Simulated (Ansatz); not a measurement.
# Two runs on P

System: P (P2/m, 4 atoms in the cell).
Method of run A: DFT PBEsol, scalar-relativistic, plane waves, PAW, no spin polarisation (Ansatz 0.2.0).

The structure derives from a Materials Project entry. Text and figures count atoms from 1; the logs count them from 0 in places.

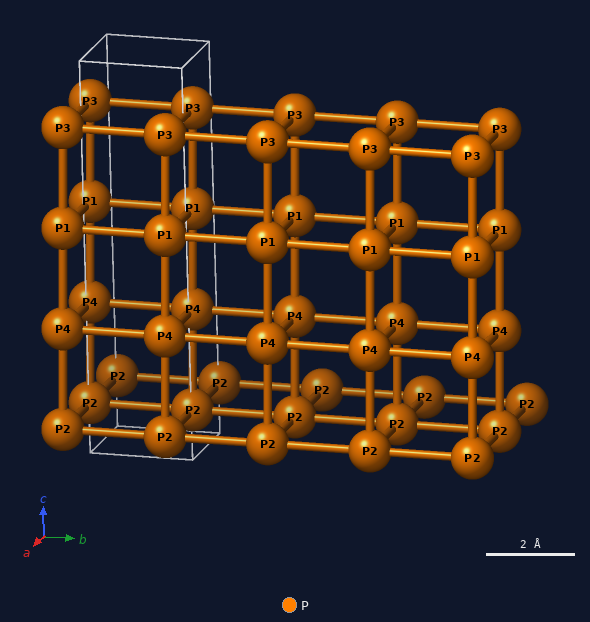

Fig. 1: The structure as given in the input (ball-and-stick view of the cell of the calculation, repeated 2 × 4 × 1, seen slightly off an axis; atoms are numbered from 1 in the order of the input). An atom can appear more than once, as a periodic image.

**The input, run A**
```yaml
crystal:
  lattice:
    - [-2.4347371633, 0.0, -0.0052449062]
    - [0.0, -2.4346254889, 0.0]
    - [-0.9936992794, 0.0, 9.583797143]
  atoms:
    - { symbol: P, position: [0.75, 0.0, 0.625] }
    - { symbol: P, position: [0.95, 0.0, 0.125] }
    - { symbol: P, position: [-0.35, 0.0, 0.875] }
    - { symbol: P, position: [-0.15, 0.0, 0.375] }
basis:
  ecutwfc: 420
kpoints:
  mp_grid: { grid: [24, 24, 6] }
hamiltonian:
  xc: pbesol
scf:
  occupations: { method: gaussian, width: 0.15 }
output:
  forces: true
  stress: true
  eigenvalues: true
```

Command:
```bash
ansatz run input.yaml --threads 2 --pin off --max-ram 5120MiB --backend cpu --events-out ev --progress --plain --runs-dir out
```

Hardware: 2 threads of Intel Xeon @ 2.50GHz (Skylake/Cascade Lake), 32 GiB of memory available, shared host.

**Output, shortened to warnings, some set-up lines, iterations and results (run A)**
```
Basis set: ecut = 420 eV, 1079 PW (Γ), exchange–correlation on 36×36×144 points (8 copies of the dense FFT grid, shifted against one another)
Symmetry: 4 space group operations
k-points: 962 of 3456
Initial density: superposition of atomic densities (neutral atoms: chi_scale 0, normalization atom), corrected by the library's trained network
[...]
SCF iter   1: F=—  HF=-2959.903424 eV  |F-HF|=—  |Δ(HF+E_count)|=         —  Δρ=2.69e-3  dr2=1.34e-2  ethr=1.77e-3  ⟨swp⟩=5.8  Hψ=85601  notcnv=0
SCF iter   2: F=—  HF=-2959.902936 eV  |F-HF|=—  |Δ(HF+E_count)|=   4.89e-4  Δρ=1.74e-3  dr2=9.15e-3  ethr=6.71e-5  ⟨swp⟩=1.1  Hψ=21319  notcnv=0  defer=3
SCF iter   3: F=—  HF=-2959.902498 eV  |F-HF|=—  |Δ(HF+E_count)|=   4.38e-4  Δρ=7.00e-4  dr2=3.58e-3  ethr=4.57e-5  ⟨swp⟩=1.8  Hψ=15468  notcnv=0  defer=3
SCF iter   4: F=—  HF=-2959.902185 eV  |F-HF|=—  |Δ(HF+E_count)|=   3.13e-4  Δρ=1.82e-4  dr2=3.94e-5  ethr=1.79e-5  ⟨swp⟩=1.7  Hψ=16342  notcnv=0  defer=3
SCF iter   5: F=—  HF=-2959.902172 eV  |F-HF|=—  |Δ(HF+E_count)|=   1.32e-5  Δρ=4.98e-5  dr2=1.09e-6  ethr=1.97e-7  ⟨swp⟩=2.0  Hψ=19338  notcnv=0  defer=4
SCF iter   6: F=—  HF=-2959.902172 eV  |F-HF|=—  |Δ(HF+E_count)|=   3.10e-7  Δρ=1.83e-5  dr2=6.47e-7  ethr=5.43e-9  ⟨swp⟩=2.1  Hψ=20437  notcnv=0  defer=4
SCF iter   7: F=-2959.902172 eV  HF=-2959.902172 eV  |F-HF|=2.84e-10  |Δ(HF+E_count)|=   8.32e-8  Δρ=3.21e-6  dr2=3.33e-9  ethr=5.00e-10  ⟨swp⟩=4.4  Hψ=68807  notcnv=0
SCF 1 converged in 7 iterations: F = -2959.902172 eV  dr2 = 3.33e-9
SCF converged after 7 iterations
Free energy (F): -2959.902172 eV
Harris-Foulkes:  -2959.902172 eV  (|F-HF|=2.84e-10)
Internal energy: -2959.885686 eV  (E = F + TS)
E sigma→0 (E₀):  -2959.893929 eV
Entropy (-TS):   -0.016486 eV (-4.122 meV/atom)
Fermi energy:    11.376383 eV
--- Per-component energies (eV) ---
  E_band       = 90.865658
  E_kinetic    = 287.550712
  E_local      = -94.015155  (includes V_loc(G=0)·N_el)
  E_nonlocal   = 134.173911
  E_hartree    = 20.650766
  E_xc         = -247.785473
  E_vxc        = -247.927252  (∫ρ·V_xc dr)
  E_paw        = -2216.009743  (= ΣΔE_a)
  E_vpaw       = -30.218016  (= ΣTr[D̂ρ^β])
  E_aug_tail   = 0.000013  (compensation charges beyond the density's cutoff)
  E_ewald      = -844.635101
  E_core_change = 0.184384  (= ΣΔE_core)
  E_smearing   = -0.016486  (= −TS)
  E_closure    = 0.000000  (closes the sum)
  Σ components = -2959.902172   (vs F -2959.902172, Δ=0.00e0)
--- Forces (eV/Å), atoms counted from 1 ---
  atom   1  P     -0.02652046    -0.00000000     0.26242195
  atom   2  P      0.33703682    -0.00000000     0.43991634
  atom   3  P     -0.33703682     0.00000000    -0.43991634
  atom   4  P      0.02652046     0.00000000    -0.26242195
  max |Σ_I F_I| component: 5.55e-17 eV/Å
--- Stress (GPa, compression-positive) ---
       -0.176172       0.000000       2.817790
        0.000000      -0.965027       0.000000
        2.817790       0.000000       3.178016
  P = ⅓ Tr σ = 0.6789 GPa (6.789 kbar)
```

For run B the input was changed thus:
```diff
-    - [-0.9936992794, 0.0, 9.583797143]
+    - [-0.5067518468, 0.0, 9.5848461243]
-    - { symbol: P, position: [0.75, 0.0, 0.625] }
-    - { symbol: P, position: [0.95, 0.0, 0.125] }
-    - { symbol: P, position: [-0.35, 0.0, 0.875] }
-    - { symbol: P, position: [-0.15, 0.0, 0.375] }
+    - { symbol: P, position: [0.875, 0.0, 0.625] }
+    - { symbol: P, position: [0.975, 0.0, 0.125] }
+    - { symbol: P, position: [-0.175, 0.0, 0.875] }
+    - { symbol: P, position: [-0.075, 0.0, 0.375] }
```

How does run B compare with run A?

With the same functional and potentials, run B lies 55.4 meV per atom lower. The pressure goes from 0.68 to −0.24 GPa. The largest force goes from 0.554 to 0.407 eV/Å. The number of SCF iterations is the same.

**Output, shortened to warnings, some set-up lines, iterations and results (run B)**
```
Basis set: ecut = 420 eV, 1079 PW (Γ), exchange–correlation on 36×36×144 points (8 copies of the dense FFT grid, shifted against one another)
Symmetry: 4 space group operations
k-points: 962 of 3456
Initial density: superposition of atomic densities (neutral atoms: chi_scale 0, normalization atom), corrected by the library's trained network
[...]
SCF iter   1: F=—  HF=-2960.123673 eV  |F-HF|=—  |Δ(HF+E_count)|=         —  Δρ=1.83e-3  dr2=1.62e-3  ethr=1.77e-3  ⟨swp⟩=5.9  Hψ=85783  notcnv=0
SCF iter   2: F=—  HF=-2960.123600 eV  |F-HF|=—  |Δ(HF+E_count)|=   7.30e-5  Δρ=1.11e-3  dr2=7.70e-4  ethr=8.10e-6  ⟨swp⟩=2.1  Hψ=27351  notcnv=0  defer=3
SCF iter   3: F=—  HF=-2960.123605 eV  |F-HF|=—  |Δ(HF+E_count)|=   5.14e-6  Δρ=1.54e-4  dr2=1.33e-4  ethr=3.85e-6  ⟨swp⟩=2.4  Hψ=18984  notcnv=0  defer=3
SCF iter   4: F=—  HF=-2960.123595 eV  |F-HF|=—  |Δ(HF+E_count)|=   1.09e-5  Δρ=5.89e-5  dr2=3.32e-6  ethr=6.67e-7  ⟨swp⟩=1.8  Hψ=15479  notcnv=0  defer=3
SCF iter   5: F=—  HF=-2960.123587 eV  |F-HF|=—  |Δ(HF+E_count)|=   7.26e-6  Δρ=1.67e-5  dr2=4.62e-7  ethr=1.66e-8  ⟨swp⟩=2.1  Hψ=19330  notcnv=0  defer=3
SCF iter   6: F=—  HF=-2960.123587 eV  |F-HF|=—  |Δ(HF+E_count)|=   5.55e-8  Δρ=7.50e-6  dr2=1.22e-7  ethr=5.00e-10  ⟨swp⟩=6.5  Hψ=70372  notcnv=0
SCF iter   7: F=-2960.123587 eV  HF=-2960.123587 eV  |F-HF|=8.70e-10  |Δ(HF+E_count)|=   2.56e-8  Δρ=2.31e-6  dr2=2.47e-9  ethr=5.00e-10  ⟨swp⟩=4.0  Hψ=43657  notcnv=0
SCF 1 converged in 7 iterations: F = -2960.123587 eV  dr2 = 2.47e-9
SCF converged after 7 iterations
Free energy (F): -2960.123587 eV
Harris-Foulkes:  -2960.123587 eV  (|F-HF|=8.70e-10)
Internal energy: -2960.108636 eV  (E = F + TS)
E sigma→0 (E₀):  -2960.116112 eV
Entropy (-TS):   -0.014951 eV (-3.738 meV/atom)
Fermi energy:    11.367136 eV
--- Per-component energies (eV) ---
  E_band       = 90.383354
  E_kinetic    = 287.981279
  E_local      = -95.519566  (includes V_loc(G=0)·N_el)
  E_nonlocal   = 133.877132
  E_hartree    = 21.211492
  E_xc         = -247.988719
  E_vxc        = -248.192494  (∫ρ·V_xc dr)
  E_paw        = -2215.977699  (= ΣΔE_a)
  E_vpaw       = -30.185845  (= ΣTr[D̂ρ^β])
  E_aug_tail   = 0.000013  (compensation charges beyond the density's cutoff)
  E_ewald      = -843.876951
  E_core_change = 0.184384  (= ΣΔE_core)
  E_smearing   = -0.014951  (= −TS)
  E_closure    = 0.000000  (closes the sum)
  Σ components = -2960.123587   (vs F -2960.123587, Δ=0.00e0)
--- Forces (eV/Å), atoms counted from 1 ---
  atom   1  P     -0.03435571     0.00000000     0.11474326
  atom   2  P      0.38705347     0.00000000     0.12681775
  atom   3  P     -0.38705347     0.00000000    -0.12681775
  atom   4  P      0.03435571     0.00000000    -0.11474326
  max |Σ_I F_I| component: 8.33e-17 eV/Å
--- Stress (GPa, compression-positive) ---
       -0.942945       0.000000       2.876762
        0.000000      -1.456831       0.000000
        2.876762       0.000000       1.673446
  P = ⅓ Tr σ = -0.2421 GPa (-2.421 kbar)
```

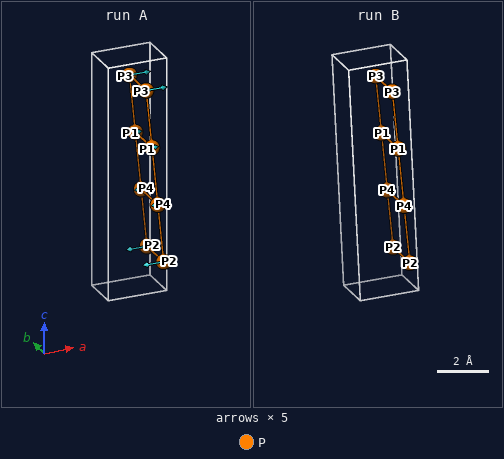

Fig. 2: The two input geometries at one scale (ball-and-stick view of the cell of the calculation, seen slightly off an axis). The teal arrows on the first give the shifts of the atoms relative to the cell, with their mean removed, magnified 5 times. The largest moves relative to the cell, 0.18 Å, are those of P2 and P3. (The mean shift of all atoms is removed.) The drawn cell changes at constant volume: a = b stay at 2.435 Å, c 9.635 → 9.598 Å (−0.4 %), β 84.2° → 87.1°. Among the contacts that change: P2–P3 2.587 → 2.445 Å.

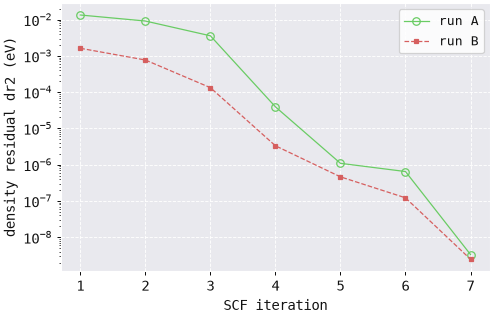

Fig. 3: Convergence of the two runs: density residual dr2 against the SCF iteration. Run A takes 7 iterations in all, and run B takes 7.

**The two runs side by side**

| quantity | run A | run B |
| --- | --- | --- |
| outcome | converged | converged |
| free energy per atom (eV) | −739.9755 | −740.0309 |
| energy per atom, smearing taken to zero (eV) | −739.9735 | −740.0290 |
| gap on the mesh (eV) | 0.00 | 0.00 |
| pressure (GPa) | 0.68 | −0.24 |
| largest force (eV/Å) | 0.554 | 0.407 |
| SCF iterations | 7 | 7 |
| irreducible k-points | 962 | 962 |
| plane waves at Γ | 1079 | 1079 |
| wall time (shared host) | 32 s | 31 s |
